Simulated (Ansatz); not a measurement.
System: ClO₂, space group Fm-3m (No. 225) (one of a set of cubic test structures, which need not be the stable phase).

Input of one of the runs behind the figure:
```
crystal:
  lattice:
    - [0.0, 2.571358042323, 2.571358042323]
    - [2.571358042323, 0.0, 2.571358042323]
    - [2.571358042323, 2.571358042323, 0.0]
  atoms:
    - { symbol: Cl, position: [0, 0, 0] }
    - { symbol: O, position: [0.25, 0.25, 0.25] }
    - { symbol: O, position: [0.75, 0.75, 0.75] }
kpoints:
  mp_grid: { grid: [11, 11, 11] }
hamiltonian:
  xc: r2scan
  pseudopotentials:
    kind: paw
    azcp:
      Cl: "pseudopotentials/pbe/paw/ansatz_paw_generated_hard_1/Cl.paw.azcp"
      O: "pseudopotentials/pbe/paw/ansatz_paw_generated_hard_1/O.paw.azcp"
scf:
  occupations: { method: fermi_dirac, width: 0.1 }
  convergence: { dr2_threshold: "1e-9 eV" }
  max_iter: 300
output:
  forces: true
  stress: true
basis:
  xc_grid: 2
```

Launched with:
```bash
ansatz run input.yaml --threads 1
```

How it was computed, with Ansatz 0.2.0 development build: equation of state of a cubic crystal from periodic Kohn-Sham density functional theory without spin, third-order Birch-Murnaghan fit to the free energies; pressure corrected for the finite basis. Level: r2SCAN.

| setting | value |
| --- | --- |
| structure type | fluorite |
| atoms in cell | 3 |
| space group number | 225 |
| lattice centring | face-centred primitive |
| k mesh | 11×11×11 |
| occupation method | Fermi–Dirac |
| occupation width | 0.1 eV |
| wave cutoff | 700 eV |
| datasets | hard PAW |
| density tolerance | 1e−09 eV |
| bands | 14 |
| density cutoff ratio | 4 |
| search for lower states | default |
| xc grid level | 2 |

Describe the result: the energy above the lowest point and pressure against volume. The volume takes the values 10.64, 10.99, 11.33, 11.68, 12.03 Å³/atom.

A third-order Birch–Murnaghan fit gives V0 = 11.16 Å³/atom, B0 = 112 GPa and B′ = 4.7. The energy above the lowest point is 8.5 meV/atom at volume 10.64 Å³/atom and 19.4 meV/atom at 12.03 Å³/atom; the lowest computed point is at volume 11.33 Å³/atom (0.0 meV/atom), and no other minimum shows. The pressure falls from 6.0 GPa at volume 10.64 Å³/atom to −7.0 GPa at 12.03 Å³/atom, and changes sign near 11.17 Å³/atom.

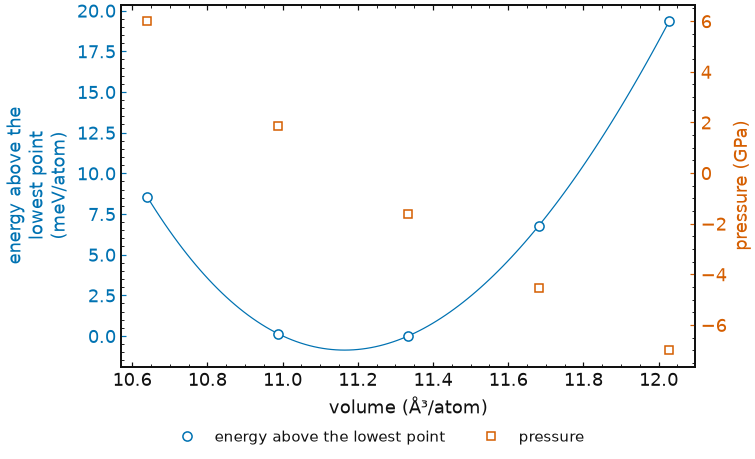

Note: cubic model structure, not the ambient form; modest k-mesh, values are not fully converged in k; pseudopotentials made with PBE, not this functional.
